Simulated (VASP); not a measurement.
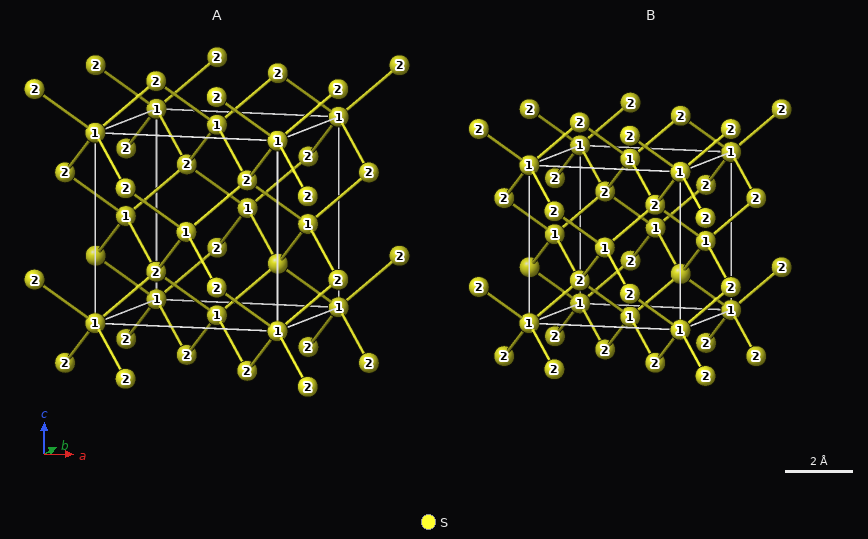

Two geometries of solid S (a generated structure, set up in Fd-3m), drawn at one scale. One is the start of a relaxation, the other its converged end. The picture is a ball-and-stick view of the conventional cell (4 times the calculation's cell), seen slightly off an axis. Lengths and directions refer to the drawn axes.

All numbers below come from Kohn-Sham DFT of a periodic cell, PBE, VASP PAW PBE potentials, recommended (VASP). Set-up: plane-wave cutoff 600 eV; k-point mesh 12 × 12 × 12; occupations fermi-dirac; smearing width 0.05 eV; no spin polarisation.

**Which of the two is the end point?**

Structure A is the relaxed one. The run lets cell and atoms move. The atoms keep their places relative to the cell (all moves are under 0.005 Å). The drawn cell changes as follows: a = b = c 4.803 → 5.790 Å (+20.6 %); the volume changes by +75.2 %. Some distances before and after: S1–S2 2.080 → 2.507 Å. The space group stays Fd-3m (No. 227). Over 3 geometry steps the energy falls by 1288 meV per atom. All forces vanish by symmetry, so only the cell relaxes. Pressure: 56.54 GPa at the start and −0.03 GPa at the end. The volume changes by over a tenth within one run on a fixed set of plane waves, so the end point should be relaxed again from the new cell.
